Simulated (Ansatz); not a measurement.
## Single-point calculation of GaAs

GaAs (4 atoms in the cell), computed with DFT, LDA, plane waves, PAW, no spin polarisation (Ansatz 0.2.0).

The structure was built on a prototype by a generator. The geometry comes from this level: r2SCAN. It belongs to a series of runs on one base structure; here: drawn settings. Figures and captions count atoms from 1; the log counts them from 0 in places.

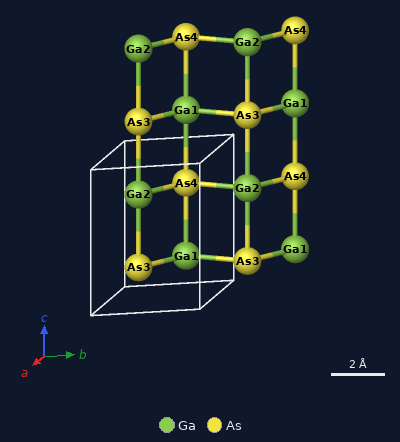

Fig. 1: The input geometry (ball-and-stick view of the cell of the calculation, repeated 1 × 2 × 2, seen slightly off an axis; atoms are numbered from 1 in the order of the input). Near neighbours in the crystal (not all of them lie inside the picture): Ga has 5 As at 2.45 to 2.89 Å; As has 5 Ga at 2.45 to 2.89 Å.

**Summary**

- outcome: converged
- space group (tolerance 0.01 Å): P6₃/mmc (194)
- electrons treated: 56
- free energy: −16961.2749 eV
- Fermi energy: 7.866 eV
- band gap: none (metallic)
- hardware: 4 threads of Arm Neoverse V2, 24 GiB of memory available, shared host
- wall time: 44 s (CPU time 2.9 min)
- peak memory: 0.83 GiB

**Notes**

Settings chosen away from the usual ones: drawn settings. Warnings of the run: the optical spectrum is taken on partly filled bands.

**Input file**
```yaml
crystal:
  lattice:
    - [4.2497555659, 0.0, 0.0]
    - [-2.124877783, 3.6803962799, 0.0]
    - [0.0, 0.0, 5.7732405026]
  atoms:
    - { symbol: Ga, position: [0.3333333333, 0.6666666667, 0.25] }
    - { symbol: Ga, position: [0.6666666667, 0.3333333333, 0.75] }
    - { symbol: As, position: [0.6666666667, 0.3333333333, 0.25] }
    - { symbol: As, position: [0.3333333333, 0.6666666667, 0.75] }
kpoints:
  mp_grid: { grid: [6, 6, 4] }
hamiltonian:
  xc: lda
scf:
  occupations: { method: fermi_dirac, width: 0.02 }
output:
  optics:
    e_range: [0, 20]
    de: 0.1
    sigma: 0.05
    scissors: 0
    scheme: fermi_dirac
    drude_damping: 0.02
    bands: scf
  write_density: true
  write_potential: true
  elf: true
  volumetric_format: npy
```

Command:
```bash
ansatz run input.yaml --threads 4 --pin off --max-ram 3686MiB --backend cpu --events-out ev --progress --plain --runs-dir out
```

**Log**
```
Engine: ansatz 0.2.0, aarch64-unknown-linux-gnu
Pseudopotentials: kind: paw
Pseudopotential: Ga, paw, valence charge 13, recommended cutoff 420 eV (normal), Ga.paw.azcp
Pseudopotential: As, paw, valence charge 15, recommended cutoff 420 eV (normal), As.paw.azcp
Functional definition: SPW92
  exchange = slater_x
  correlation = pw_c
Crystal: 4 atoms, lattice volume = 90.298 Å³
Basis set: ecut = 420 eV, 1753 PW (Γ)
Bands: 34, of which v1, the nominal top of the filled ones, is band 28 counted from 1 (27 counted from 0)
Symmetry: 24 space group operations
Space group: P63/mmc (ITA 194), of the structure as read, at distance tolerance 4.5e-5 Å
k-points: 21 of 144
Non-local potential: Ga, projectors of the file, l = 0: 2, l = 1: 2, l = 2: 3, l = 3: 1
Non-local potential: As, projectors of the file, l = 0: 2, l = 1: 2, l = 2: 3, l = 3: 1
PAW form: soft (Blöchl's): semilocal exchange-correlation on the pseudo side does not see the compensation charge
PAW frozen core: Ga, regenerated for the run's functional, and the local potential with it (the file was generated under x = pbe(κ = 0.804, μ = 0.2195149727645171), c = pbe(β = 0.06672455060314922))
PAW frozen core: As, regenerated for the run's functional, and the local potential with it (the file was generated under x = pbe(κ = 0.804, μ = 0.2195149727645171), c = pbe(β = 0.06672455060314922))
PAW one-centre angular grid: Ga, 590 points (default); XC on 64 Gauss nodes
PAW one-centre angular grid: As, 590 points (default); XC on 64 Gauss nodes
Initial density: superposition of atomic densities (neutral atoms: chi_scale 0, normalization atom), corrected by the library's trained network
Initial wavefunctions: pseudopotential atomic-orbital guess
Functional: x = slater, c = lda
SCF iter   1: F=—  HF=-16961.290054 eV  |F-HF|=—  |Δ(HF+E_count)|=         —  Δρ=7.21e-3  dr2=4.07e-2  ethr=1.77e-3  ⟨swp⟩=6.2  Hψ=2632  notcnv=0
preconditioner: auto → LDOS  [insulator: Δε(μ)=0.330 eV  Ē_g=14.430 eV  σ=0.020 eV  W_gap=0.68  n_scr=22 (ndim 8)  ℏωp=23.4 eV  f_vac=0.097  D(μ)=2.20/eV (n_scr^D=20)  ε∞_Penn≈3.6  β→1.0]
SCF iter   2: F=—  HF=-16961.275947 eV  |F-HF|=—  |Δ(HF+E_count)|=   1.41e-2  Δρ=1.21e-3  dr2=1.56e-3  ethr=7.26e-5  ⟨swp⟩=3.0  Hψ=1568  notcnv=0  defer=28
SCF iter   3: F=—  HF=-16961.276642 eV  |F-HF|=—  |Δ(HF+E_count)|=   6.95e-4  Δρ=1.71e-3  dr2=1.43e-3  ethr=2.79e-6  ⟨swp⟩=2.0  Hψ=1372  notcnv=0  defer=28
SCF iter   4: F=—  HF=-16961.274919 eV  |F-HF|=—  |Δ(HF+E_count)|=   1.72e-3  Δρ=3.32e-4  dr2=6.67e-5  ethr=2.56e-6  ⟨swp⟩=2.0  Hψ=1372  notcnv=0  defer=28
SCF iter   5: F=—  HF=-16961.274856 eV  |F-HF|=—  |Δ(HF+E_count)|=   6.31e-5  Δρ=4.26e-5  dr2=2.08e-6  ethr=1.19e-7  ⟨swp⟩=2.0  Hψ=1278  notcnv=0  defer=28
SCF iter   6: F=—  HF=-16961.274852 eV  |F-HF|=—  |Δ(HF+E_count)|=   4.48e-6  Δρ=1.45e-5  dr2=3.07e-7  ethr=3.72e-9  ⟨swp⟩=2.0  Hψ=1278  notcnv=0  defer=28
SCF iter   7: F=—  HF=-16961.274852 eV  |F-HF|=—  |Δ(HF+E_count)|=   7.51e-8  Δρ=3.22e-6  dr2=1.65e-8  ethr=5.48e-10  ⟨swp⟩=2.0  Hψ=779  notcnv=0  defer=28
SCF iter   8: F=—  HF=-16961.274852 eV  |F-HF|=—  |Δ(HF+E_count)|=   1.35e-9  Δρ=3.74e-7  dr2=1.95e-10  ethr=2.95e-11  ⟨swp⟩=2.5  Hψ=989  notcnv=0  defer=28
SCF iter   9: F=-16961.274852 eV  HF=-16961.274852 eV  |F-HF|=0.00e0  |Δ(HF+E_count)|=  7.28e-12  Δρ=3.44e-8  dr2=1.66e-12  ethr=1.00e-12  ⟨swp⟩=5.9  Hψ=2437  notcnv=0
SCF 1 converged in 9 iterations: F = -16961.274852 eV  dr2 = 1.66e-12
  greatest PAW one-centre occupation: 0.999 electrons in one spin orbital (limit 2), on the As atom at site 3 (counted from 0), in its partial waves of l = 2
Optics k sum: 0 of 21 k-points
Optics k sum: 2 of 21 k-points
Optics k sum: 3 of 21 k-points
Optics k sum: 4 of 21 k-points
Optics k sum: 5 of 21 k-points
Optics k sum: 6 of 21 k-points
Optics k sum: 7 of 21 k-points
Optics k sum: 8 of 21 k-points
Optics k sum: 9 of 21 k-points
Optics k sum: 10 of 21 k-points
Optics k sum: 11 of 21 k-points
Optics k sum: 12 of 21 k-points
Optics k sum: 13 of 21 k-points
Optics k sum: 14 of 21 k-points
Optics k sum: 15 of 21 k-points
Optics k sum: 16 of 21 k-points
Optics k sum: 17 of 21 k-points
Optics k sum: 18 of 21 k-points
Optics k sum: 19 of 21 k-points
Optics k sum: 20 of 21 k-points
Optics k sum: 21 of 21 k-points
Optics k sum: 0 of 21 k-points
Optics k sum: 2 of 21 k-points
Optics k sum: 3 of 21 k-points
Optics k sum: 4 of 21 k-points
Optics k sum: 5 of 21 k-points
Optics k sum: 6 of 21 k-points
Optics k sum: 7 of 21 k-points
Optics k sum: 8 of 21 k-points
Optics k sum: 9 of 21 k-points
Optics k sum: 10 of 21 k-points
Optics k sum: 11 of 21 k-points
Optics k sum: 12 of 21 k-points
Optics k sum: 13 of 21 k-points
Optics k sum: 14 of 21 k-points
Optics k sum: 15 of 21 k-points
Optics k sum: 16 of 21 k-points
Optics k sum: 17 of 21 k-points
Optics k sum: 18 of 21 k-points
Optics k sum: 19 of 21 k-points
Optics k sum: 20 of 21 k-points
Optics k sum: 21 of 21 k-points
Optics k sum: 0 of 21 k-points
Optics k sum: 2 of 21 k-points
Optics k sum: 3 of 21 k-points
Optics k sum: 4 of 21 k-points
Optics k sum: 5 of 21 k-points
Optics k sum: 6 of 21 k-points
Optics k sum: 7 of 21 k-points
Optics k sum: 8 of 21 k-points
Optics k sum: 9 of 21 k-points
Optics k sum: 10 of 21 k-points
Optics k sum: 11 of 21 k-points
Optics k sum: 12 of 21 k-points
Optics k sum: 13 of 21 k-points
Optics k sum: 14 of 21 k-points
Optics k sum: 15 of 21 k-points
Optics k sum: 16 of 21 k-points
Optics k sum: 17 of 21 k-points
Optics k sum: 18 of 21 k-points
Optics k sum: 19 of 21 k-points
Optics k sum: 20 of 21 k-points
Optics k sum: 21 of 21 k-points
Optics k sum: 0 of 21 k-points
Optics k sum: 2 of 21 k-points
Optics k sum: 3 of 21 k-points
Optics k sum: 4 of 21 k-points
Optics k sum: 5 of 21 k-points
Optics k sum: 6 of 21 k-points
Optics k sum: 7 of 21 k-points
Optics k sum: 8 of 21 k-points
Optics k sum: 9 of 21 k-points
Optics k sum: 10 of 21 k-points
Optics k sum: 11 of 21 k-points
Optics k sum: 12 of 21 k-points
Optics k sum: 13 of 21 k-points
Optics k sum: 14 of 21 k-points
Optics k sum: 15 of 21 k-points
Optics k sum: 16 of 21 k-points
Optics k sum: 17 of 21 k-points
Optics k sum: 18 of 21 k-points
Optics k sum: 19 of 21 k-points
Optics k sum: 20 of 21 k-points
Optics k sum: 21 of 21 k-points
SCF converged after 9 iterations
Free energy (F): -16961.274852 eV
Harris-Foulkes:  -16961.274852 eV  (|F-HF|=0.00e0)
Internal energy: -16961.273208 eV  (E = F + TS)
E sigma→0 (E₀):  -16961.274030 eV
Entropy (-TS):   -0.001644 eV (-0.411 meV/atom)
Fermi energy:    7.865683 eV
--- Per-component energies (eV) ---
  E_band       = -647.069706
  E_kinetic    = 438.643116
  E_local      = -7804.739078  (includes V_loc(G=0)·N_el)
  E_nonlocal   = -478.487073
  E_hartree    = 3922.445413
  E_xc         = -295.313907
  E_vxc        = -275.923320  (∫ρ·V_xc dr)
  E_paw        = -7331.447448  (= ΣΔE_a)
  E_vpaw       = -371.454011  (= ΣTr[D̂ρ^β])
  E_aug_tail   = -0.000219  (compensation charges beyond the density's cutoff)
  E_ewald      = -5419.981432
  E_core_change = 7.607420  (= ΣΔE_core)
  E_smearing   = -0.001644  (= −TS)
  E_closure    = -0.000000  (closes the sum)
  Σ components = -16961.274852   (vs F -16961.274852, Δ=0.00e0)
--- Band table (eV; the first three rows and the last of 21) ---
  k-point 0: bands = ["-27.4881", "-27.4881", "-27.4881", "-27.4881", "-27.4666", "-27.4660", "-27.4638", "-27.4638", "-27.4614", "-27.4614", "-7.1577", "-7.0434", "-7.0434", "-7.0433", "-7.0433", "-7.0335", "-6.9932", "-6.9932", "-6.9617", "-6.9617", "-4.8523", "-2.4904", "2.8605", "5.3038", "5.7555", "5.7555", "7.4313", "7.4313", "7.8598", "8.8593", "10.8374", "10.8374", "13.0136", "13.0136"]
  k-point 1: bands = ["-27.4881", "-27.4881", "-27.4881", "-27.4881", "-27.4665", "-27.4661", "-27.4635", "-27.4635", "-27.4618", "-27.4618", "-7.1379", "-7.0495", "-7.0457", "-7.0457", "-7.0451", "-7.0451", "-6.9865", "-6.9865", "-6.9648", "-6.9648", "-4.6180", "-3.0267", "3.6404", "5.8417", "5.9583", "5.9583", "6.4618", "7.1346", "7.1346", "9.9315", "10.9684", "10.9684", "12.0023", "12.4358"]
  k-point 2: bands = ["-27.4881", "-27.4881", "-27.4881", "-27.4881", "-27.4663", "-27.4663", "-27.4626", "-27.4626", "-27.4626", "-27.4626", "-7.0919", "-7.0919", "-7.0472", "-7.0472", "-7.0472", "-7.0472", "-6.9740", "-6.9740", "-6.9740", "-6.9740", "-3.9481", "-3.9481", "5.0017", "5.0017", "6.4994", "6.4994", "6.4994", "6.4994", "7.7030", "7.7030", "11.5253", "11.5253", "11.5253", "11.5253"]
  k-point 20: bands = ["-27.4880", "-27.4880", "-27.4880", "-27.4880", "-27.4660", "-27.4660", "-27.4628", "-27.4628", "-27.4625", "-27.4625", "-7.0948", "-7.0948", "-7.0337", "-7.0337", "-7.0119", "-7.0119", "-6.9827", "-6.9827", "-6.9815", "-6.9815", "-2.6116", "-2.6116", "0.7968", "0.7968", "3.9718", "3.9718", "8.1397", "8.1397", "10.3174", "10.3174", "12.4148", "12.4148", "13.2125", "13.2125"]
```

**File rho_z.tsv**
```
# z_ang	rho[e/angstrom^3]
# format = ansatz-planar-average/11
# lattice	4.249755566	0.000000000	0.000000000
# lattice	-2.124877783	3.680396280	0.000000000
# lattice	0.000000000	0.000000000	5.773240503
# sites	4
# site	31	-0.000000000	2.453597520	1.443310126
# site	31	2.124877783	1.226798760	4.329930377
# site	33	2.124877783	1.226798760	1.443310126
# site	33	-0.000000000	2.453597520	4.329930377
0.000000	8.979278e-2
0.144331	9.466446e-2
0.288662	1.096824e-1
0.432993	1.369969e-1
0.577324	1.806396e-1
0.721655	2.538567e-1
0.865986	3.961222e-1
1.010317	6.967118e-1
1.154648	1.246468e0
1.298979	1.918614e0
1.443310	2.246069e0
1.587641	1.918614e0
1.731972	1.246468e0
1.876303	6.967118e-1
2.020634	3.961222e-1
2.164965	2.538567e-1
2.309296	1.806396e-1
2.453627	1.369969e-1
2.597958	1.096824e-1
2.742289	9.466446e-2
2.886620	8.979278e-2
3.030951	9.466446e-2
3.175282	1.096824e-1
3.319613	1.369969e-1
3.463944	1.806396e-1
3.608275	2.538567e-1
3.752606	3.961222e-1
3.896937	6.967118e-1
4.041268	1.246468e0
4.185599	1.918614e0
4.329930	2.246069e0
4.474261	1.918614e0
4.618592	1.246468e0
4.762923	6.967118e-1
4.907254	3.961222e-1
5.051585	2.538567e-1
5.195916	1.806396e-1
5.340247	1.369969e-1
5.484578	1.096824e-1
5.628909	9.466446e-2
```

**File v_z.tsv**
```
# z_ang	v_es[eV]	v_tot[eV]
# format = ansatz-planar-average/11
# xc	lda
# density_cutoff_ev	1680
# datasets	Ga=:simpson_from_first_knot:soft:shift=-2981024	As=:simpson_from_first_knot:soft:shift=-2667139
# lattice	4.249755566	0.000000000	0.000000000
# lattice	-2.124877783	3.680396280	0.000000000
# lattice	0.000000000	0.000000000	5.773240503
# sites	4
# site	31	-0.000000000	2.453597520	1.443310126
# site	31	2.124877783	1.226798760	4.329930377
# site	33	2.124877783	1.226798760	1.443310126
# site	33	-0.000000000	2.453597520	4.329930377
0.000000	1.095132e1	3.701407e0
0.144331	1.077953e1	3.426268e0
0.288662	1.025362e1	2.599157e0
0.432993	9.258025e0	1.126790e0
0.577324	7.569594e0	-1.181333e0
0.721655	5.499210e0	-3.969485e0
0.865986	3.772538e0	-6.464409e0
1.010317	2.767249e0	-8.215154e0
1.154648	2.394248e0	-9.198688e0
1.298979	2.355217e0	-9.619803e0
1.443310	2.379322e0	-9.721448e0
1.587641	2.355217e0	-9.619803e0
1.731972	2.394248e0	-9.198688e0
1.876303	2.767249e0	-8.215154e0
2.020634	3.772538e0	-6.464409e0
2.164965	5.499210e0	-3.969485e0
2.309296	7.569594e0	-1.181333e0
2.453627	9.258025e0	1.126790e0
2.597958	1.025362e1	2.599157e0
2.742289	1.077953e1	3.426268e0
2.886620	1.095132e1	3.701407e0
3.030951	1.077953e1	3.426268e0
3.175282	1.025362e1	2.599157e0
3.319613	9.258025e0	1.126790e0
3.463944	7.569594e0	-1.181333e0
3.608275	5.499210e0	-3.969485e0
3.752606	3.772538e0	-6.464409e0
3.896937	2.767249e0	-8.215154e0
4.041268	2.394248e0	-9.198688e0
4.185599	2.355217e0	-9.619803e0
4.329930	2.379322e0	-9.721448e0
4.474261	2.355217e0	-9.619803e0
4.618592	2.394248e0	-9.198688e0
4.762923	2.767249e0	-8.215154e0
4.907254	3.772538e0	-6.464409e0
5.051585	5.499210e0	-3.969485e0
5.195916	7.569594e0	-1.181333e0
5.340247	9.258025e0	1.126790e0
5.484578	1.025362e1	2.599157e0
5.628909	1.077953e1	3.426268e0
```

**File optics_head.txt**
```
# E[eV]	eps2_interband_xx	eps2_interband_yy	eps2_interband_zz	eps2_interband_xy	eps2_interband_xz	eps2_interband_yz	eps1_interband_xx	eps1_interband_yy	eps1_interband_zz	eps1_interband_xy	eps1_interband_xz	eps1_interband_yz	eps2_xx	eps2_yy	eps2_zz	eps2_xy	eps2_xz	eps2_yz	eps1_xx	eps1_yy	eps1_zz	eps1
# format = ansatz-optics/6
# intraband_term = drude
# n_periodic_directions = 3
# eps1_interband_at_0(xx yy zz xy xz yz) = 114.237604 114.237604 81.597203 -0.000000 0.000000 0.000000
# k_sum = mesh_cells
# eps2_relative_error = 0.0044
# drude_weight_relative_error = 0.0105
# eps1_interband_at_0_relative_error = 0.0093
# f_sum_interband_n_eff(xx yy zz) = 12.464983 12.464983 10.694242
# f_sum_interband_n_eff_momentum_only(xx yy zz) = 12.288234 12.288234 10.935364
# fermi_ev = 8.005358
# fermi_mp_grid = 6 6 4
# fermi_mp_shift = 0 0 0
# occupation_method = fermi_dirac
# smearing_width_ev = 2e-2
# drude_damping_ev = 2e-2
# drude_plasma_energy_squared_ev2(xx yy zz xy xz yz) = 23.165796 23.165796 36.182786 -0.000000 -0.000000 0.000000
# drude_plasma_energy_ev(xx yy zz) = 4.813086 4.813086 6.015213
# f_sum_intraband_n_eff(xx yy zz) = 1.517088 1.517088 2.369548
# unresolved_interband_energy_squared_ev2(xx yy zz xy xz yz) = 0.000000 0.000000 0.000000 0.000000 0.000000 0.000000
# f_sum_unresolved_interband_n_eff(xx yy zz) = 0.000000 0.000000 0.000000
# f_sum_n_eff(xx yy zz) = 13.982071 13.982071 13.063791 of n_electrons = 56.000000
# loss_f_sum_n_eff(xx yy zz) = 13.979930 13.979930 13.060690
# perfect_screening_sum(xx yy zz) = 0.999999 0.999999 0.999998
# perfect_screening_sum_on_rows(xx yy zz) = 1.000325 1.000325 0.997679
# perfect_screening_limit(xx yy zz) = 1.000000 1.000000 1.000000
# the maxima of the summed bands' own loss function (the loss_summed_bands columns) are measured between the rows too: peak_sampling_summed_bands says what part of their heights the rows count for, and missed_extrema_summed_bands lists those of which they count for under four fifths, the half width
# peak_sampling_summed_bands_xx(least_part_sampled least_sampled_at_ev n_extrema n_missed) = 8.984946e-1 1.4443493874718796 17 0
# peak_sampling_summed_bands_yy(least_part_sampled least_sampled_at_ev n_extrema n_missed) = 8.984946e-1 1.4443493874718794 17 0
# peak_sampling_summed_bands_zz(least_part_sampled least_sampled_at_ev n_extrema n_missed) = 5.262666e-1 1.3561482989390958 14 1
# missed_extrema_summed_bands_zz_0(kind at_ev height curvature_half_width_ev lorentzian_area_ev part_sampled) = finite 1.3561482989390958 3.565574e-1 4.697626e-2 5.262084e-2 5.262666e-1
# n_bands = 34
# the loss_summed_bands columns' heights are not shown to be converged in n_bands (the SCF's count)
# valid_up_to_ev = 3.109423
# loss_band_truncation_warned_of = loss_summed_bands_xx loss_summed_bands_yy loss_summed_bands_zz
# evaluated_top_ev = 44.600000
# all_electron_strengths = true
```
